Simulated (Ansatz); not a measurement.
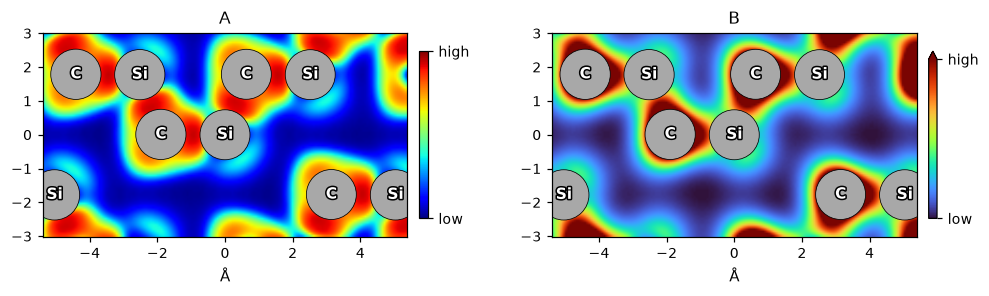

SiC: 2 fields on the (110) plane of the conventional cell, with unlabelled colour scales. Grey discs cover the atomic cores.

Space group P1; a structure from a database of computed crystals, not necessarily the ambient phase; not relaxed (largest force 0.9 eV/Å).

Level of theory: Ansatz, DFT r2SCAN, scalar-relativistic, plane waves, PAW.

```cif
data_structure
_symmetry_space_group_name_H-M 'P 1'
_symmetry_Int_Tables_number 1
_cell_length_a 3.0776
_cell_length_b 3.0776
_cell_length_c 10.0768
_cell_angle_alpha 90.000
_cell_angle_beta 90.000
_cell_angle_gamma 120.000
_cell_volume 82.65
loop_
_atom_site_label
_atom_site_type_symbol
_atom_site_fract_x
_atom_site_fract_y
_atom_site_fract_z
_atom_site_occupancy
Si1 Si 0.66204 0.32995 0.93784 1
Si2 Si 0.32871 0.66328 0.43784 1
Si3 Si 0.99548 0.99669 0.68789 1
Si4 Si 0.99548 0.99669 0.18789 1
C1 C 0.67718 0.34103 0.74980 1
C2 C 0.34384 0.67436 0.24980 1
C3 C 0.01087 0.00796 0.50046 1
C4 C 0.01087 0.00796 0.00046 1
```

> Which field does each panel show? The fields are: electron localisation function and valence pseudo-density.

Panel A: electron localisation function. Panel B: valence pseudo-density. From the grid: Si–C (1.87 Å): ρ is about 0.92 e/Å³ halfway; the ELF peaks at about 0.95 between the atoms, as expected for a shared electron pair. Si–C (1.89 Å): ρ at the midpoint is about 0.89 e/Å³; the ELF peaks at about 0.95 between the atoms; localised, covalent bonding.
